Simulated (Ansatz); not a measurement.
# WS2: geometry relaxation (part 2 of 2)

WS2 (P-6m2, 3 atoms in the cell); DFT PBE+D3(BJ), scalar-relativistic, plane waves, PAW, no spin polarisation (Ansatz 0.2.0); cutoff 420 eV, 12×12×6 k-mesh, Gaussian smearing of 0.02 eV. The structure derives from a Materials Project entry. It belongs to a series of runs on one base structure; here: relaxed at 25 GPa.

Geometry of the input (Å; fractional positions):
```
2.9807  0.0000  0.0000
-1.4903  2.5813  0.0000
0.0000  0.0000  5.9874
W  0.3333  0.6667  0.0000
S  0.6667  0.3333  0.7423
S  0.6667  0.3333  0.2577
```

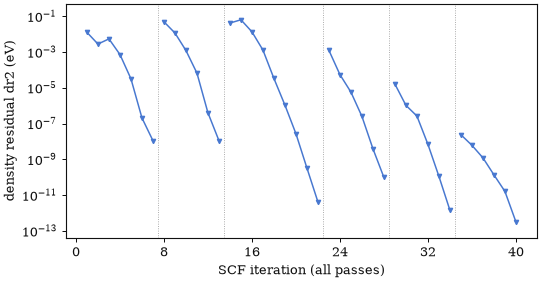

Convergence of the self-consistent field: density residual dr2 against the SCF iteration. The dotted lines part the SCF passes of the relaxation: geometry steps, rejected trials and re-solves on a re-selected basis. The 6 passes take 6 to 9 iterations each, 40 in all.

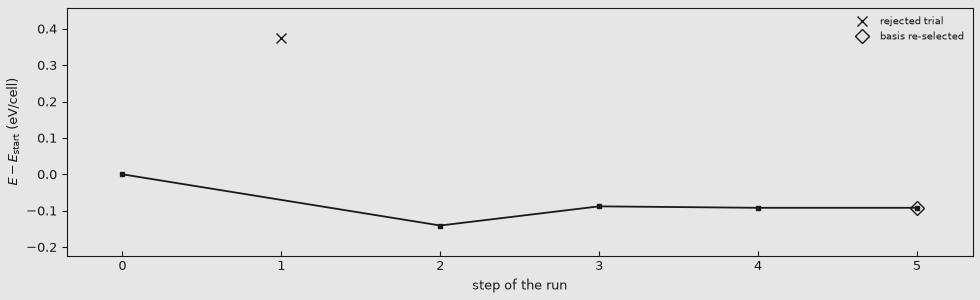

Progress of the relaxation, step by step (the first geometry is step 0 here and step 1 in the log).

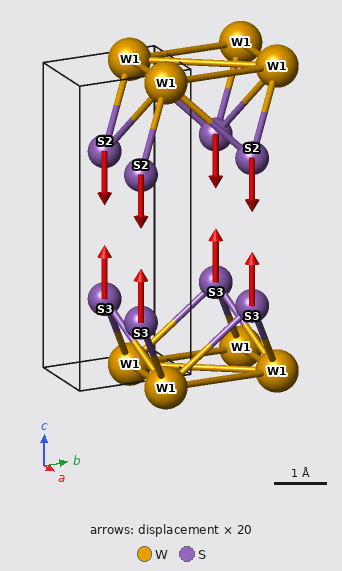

The starting structure with the displacements (without the part carried along by the change of the cell) as red arrows, magnified 20 times (ball-and-stick view of the cell of the calculation, repeated 2 × 2 × 1, seen slightly off an axis). Over 4 geometry steps the energy falls by 92.1 meV per cell of the calculation. Largest force component: 1.6 eV/Å at the start, 0.0038 eV/Å at the end. Pressure: 32.52 GPa at the start and 25.01 GPa at the end. The line search rejected the trial step at point 1 (counted from 0) and went back. The largest moves relative to the cell, 0.053 Å, are those of S2 and S3. W stays in place. The volume changes by +0.1 %, with a = b 2.981 → 2.988 Å (+0.2 %), c 5.987 → 5.966 Å (−0.4 %). Among the contacts that change: W1–S2 2.311 → 2.347 Å, W1–W1 2.981 → 2.988 Å. The space group stays P-6m2 (No. 187). A last SCF at the same geometry on a re-selected plane-wave basis shifts the energy by next to nothing (0.0 meV per cell of the calculation). (Atoms are counted from 1 in the order of the input.)

```
basis re-selected at this cell: Δ(F+E_penalty+E_count) = -5.083e-6 eV, ΔP = -0.002 GPa vs the last step (what re-selecting the basis moved, of the pressure what is left beyond the Pulay correction that the steps carried, after the strain that the cell walked since its last selection, with what the two solves' SCF thresholds leave and, on support functions, any second-order correction that the steps lacked; it is no measure of the basis error at this ecutwfc). The dense FFT grid was sized anew with the basis: this SCF ran on 20×20×40 points, the steps before it on 20×20×45, so part of this shift can come from that change (see relax.cell in the input reference). This SCF's stress stands 5.39e-2 GPa from its target on what of the cell is left free (relax.cell.stress_tol is 8.00e-2 GPa) and its largest allowed force component is 3.80e-3 eV/Å (relax.f_tol is 8.00e-3 eV/Å): within both
SCF converged after 6 iterations
Free energy (F): -12191.915389 eV
Harris-Foulkes:  -12191.915389 eV  (|F-HF|=1.82e-12)
Internal energy: -12191.915389 eV  (E = F + TS)
E sigma→0 (E₀):  -12191.915389 eV
Fermi energy:    14.640284 eV
--- Per-component energies (eV) ---
  E_band       = -123.033407
  E_kinetic    = 678.985868
  E_local      = -1583.665661  (includes V_loc(G=0)·N_el)
  E_nonlocal   = 58.413802
  E_hartree    = 640.105145
  E_xc         = -466.791614
  E_vxc        = -421.199081  (∫ρ·V_xc dr)
  E_paw        = -9763.829303  (= ΣΔE_a)
  E_vpaw       = -135.778574  (= ΣTr[D̂ρ^β])
  E_aug_tail   = -0.000058  (compensation charges beyond the density's cutoff)
  E_ewald      = -1753.644837
  E_disp       = -1.488731  (pairwise vdW)
  E_smearing   = -0.000000  (= −TS)
  E_closure    = -0.000000  (closes the sum)
  Σ components = -12191.915389   (vs F -12191.915389, Δ=0.00e0)
--- Forces (eV/Å), atoms counted from 1 ---
  atom   1  W     -0.00000000     0.00000000     0.00000000
  atom   2  S     -0.00000000     0.00000000    -0.00380149
  atom   3  S     -0.00000000     0.00000000     0.00380149
  max |Σ_I F_I| component: 4.63e-17 eV/Å
--- Stress (GPa, compression-positive) ---
       24.984077       0.000000       0.000000
       -0.000000      24.984077       0.000000
        0.000000       0.000000      25.053927
  P = ⅓ Tr σ = 25.0074 GPa (250.074 kbar)
--- Band table (eV; the first three rows and the last of 76) ---
  k-point 0: bands = ["-59.9720", "-24.4649", "-24.0212", "-24.0212", "-2.2132", "0.1572", "5.5700", "10.9567", "10.9567", "12.0339", "12.4832", "12.4832", "12.9235", "16.8863", "16.8863", "17.2462", "17.2462"]
  k-point 1: bands = ["-59.9720", "-24.4650", "-24.0212", "-24.0212", "-2.1291", "-0.0369", "5.8939", "10.9678", "10.9678", "11.1823", "12.4559", "12.4559", "13.5709", "16.8996", "16.8996", "17.2699", "17.2699"]
  k-point 2: bands = ["-59.9720", "-24.4650", "-24.0212", "-24.0212", "-1.9131", "-0.4495", "6.6640", "9.9985", "10.9910", "10.9910", "12.4011", "12.4011", "14.2035", "16.9088", "16.9088", "17.3369", "17.3369"]
  k-point 75: bands = ["-59.9252", "-24.4984", "-24.4416", "-24.3221", "0.8638", "1.5891", "6.9548", "7.8470", "8.7994", "9.4263", "9.5090", "10.5344", "13.8159", "15.7198", "16.3812", "19.1719", "20.0286"]
--- Relaxed structure (5 steps of the walk, 4 accepted, 1 SCFs on fresh bases) ---
  F+E_penalty+E_count = -12191.91538942 eV   max|allowed force component| = 3.801e-3 eV/Å   (the final SCF, on the basis selected at the relaxed cell)
  cell:  # Å, volume = 46.1249 Å³
    - [2.9878439185224277, 8.540601079199703e-34, 0.0]
    - [-1.4939219592612138, 2.587548735983265, 0.0]
    - [0.0, 0.0, 5.966075975285376]
  atoms:
    - { symbol: W, position: [0.33333333333333337, 0.6666666666666667, -7.967562987925929e-19] }
    - { symbol: S, position: [0.6666666666666667, 0.33333333333333337, 0.7333584473155763] }
    - { symbol: S, position: [0.6666666666666667, 0.33333333333333337, 0.26664155268442363] }
```

### Trajectory as extended XYZ (Å, eV, eV/Å), 6 frames, from step=1 to step=6
```
3
Lattice="2.9807 0.0000 0.0000 -1.4903 2.5813 0.0000 0.0000 0.0000 5.9874" Properties=species:S:1:pos:R:3:forces:R:3 step=1 energy=-12191.82330 pressure_GPa=32.52
W     0.0000    1.7209    0.0000    0.0000   0.0000   0.0000
S     1.4903    0.8604    4.4443    0.0000   0.0000  -1.5852
S     1.4903    0.8604    1.5431    0.0000   0.0000   1.5852
3
Lattice="2.9727 0.0000 0.0000 -1.4864 2.5744 0.0000 0.0000 0.0000 5.7574" Properties=species:S:1:pos:R:3:forces:R:3 step=2 energy=-12191.44755 pressure_GPa=30.13 accepted=F
W     0.0000    1.7163    0.0000    0.0000   0.0000   0.0000
S     1.4864    0.8581    4.1479    0.0000   0.0000   1.3206
S     1.4864    0.8581    1.6095    0.0000   0.0000  -1.3206
3
Lattice="2.9925 0.0000 0.0000 -1.4962 2.5915 0.0000 0.0000 0.0000 5.9893" Properties=species:S:1:pos:R:3:forces:R:3 step=3 energy=-12191.96405 pressure_GPa=23.39
W     0.0000    1.7277    0.0000    0.0000   0.0000   0.0000
S     1.4962    0.8638    4.3952    0.0000   0.0000   0.0598
S     1.4962    0.8638    1.5942    0.0000   0.0000  -0.0598
3
Lattice="2.9855 0.0000 0.0000 -1.4928 2.5856 0.0000 0.0000 0.0000 5.9720" Properties=species:S:1:pos:R:3:forces:R:3 step=4 energy=-12191.91140 pressure_GPa=25.04
W     0.0000    1.7237    0.0000    0.0000   0.0000   0.0000
S     1.4928    0.8619    4.3792    0.0000   0.0000   0.0146
S     1.4928    0.8619    1.5929    0.0000   0.0000  -0.0146
3
Lattice="2.9878 0.0000 0.0000 -1.4939 2.5875 0.0000 0.0000 0.0000 5.9661" Properties=species:S:1:pos:R:3:forces:R:3 step=5 energy=-12191.91538 pressure_GPa=25.01
W     0.0000    1.7250    0.0000    0.0000   0.0000   0.0000
S     1.4939    0.8625    4.3753    0.0000   0.0000  -0.0038
S     1.4939    0.8625    1.5908    0.0000   0.0000   0.0038
3
Lattice="2.9878 0.0000 0.0000 -1.4939 2.5875 0.0000 0.0000 0.0000 5.9661" Properties=species:S:1:pos:R:3:forces:R:3 step=6 energy=-12191.91539 pressure_GPa=25.01
W     0.0000    1.7250    0.0000    0.0000   0.0000   0.0000
S     1.4939    0.8625    4.3753    0.0000   0.0000  -0.0038
S     1.4939    0.8625    1.5908    0.0000   0.0000   0.0038
```

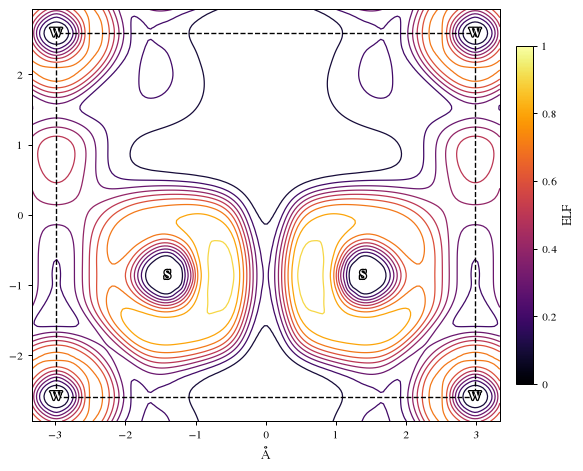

Electron localisation function on the (110) plane of the conventional cell. Atoms in the plane: W and S. W–S (2.35 Å): the ELF is about 0.45 at the midpoint. The ELF has a maximum of about 0.55 in the space between the atoms. The strong features right at W lie inside the PAW spheres (semicore, d or f shells) and say nothing about bonding. In a PAW calculation such maps are meaningful between the atoms, not at the nuclei.

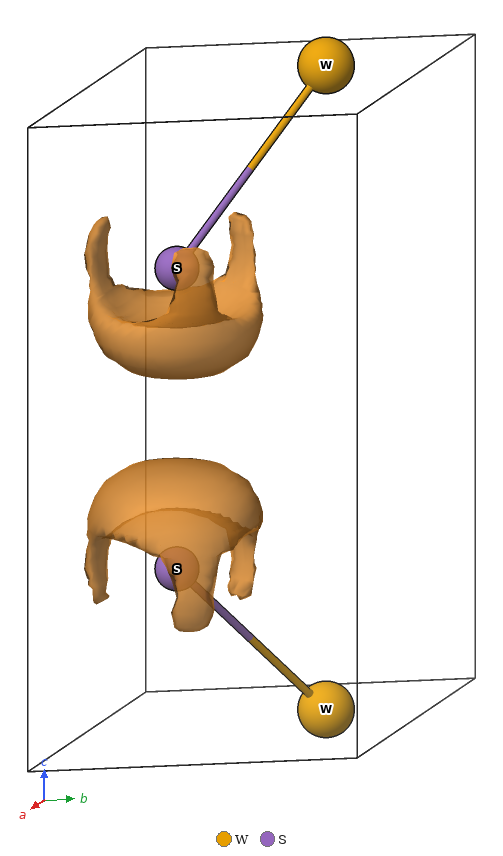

Isosurface of the electron localisation function at 0.85 (orange), seen slightly off an axis. Core shells and regions of very low density are left out. Sticks mark near contacts. The outline is the cell set on symmetry axes. Along the contacts the grid gives the following. W–S (2.35 Å): the ELF is about 0.45 at the midpoint.

### Summary

- outcome: converged
- space group (tolerance 0.01 Å): P-6m2 (187)
- electrons treated: 26
- free energy: −12191.9154 eV
- Fermi energy: 14.640 eV
- gap on the k-point mesh: 0.42 eV
- pressure: 25.01 GPa
- final volume: 46.12 Å³
- largest force (length of the vector) at the end: 0.004 eV/Å
- final cell: a = 2.988 Å, b = 2.988 Å, c = 5.966 Å, α = 90.00°, β = 90.00°, γ = 120.00°
- wall time: 20 s
- peak memory: 0.44 GiB

Spin–orbit coupling is left out, which matters for W. The cell was relaxed to the target pressure of the input; what is minimised is then the enthalpy E + pV.
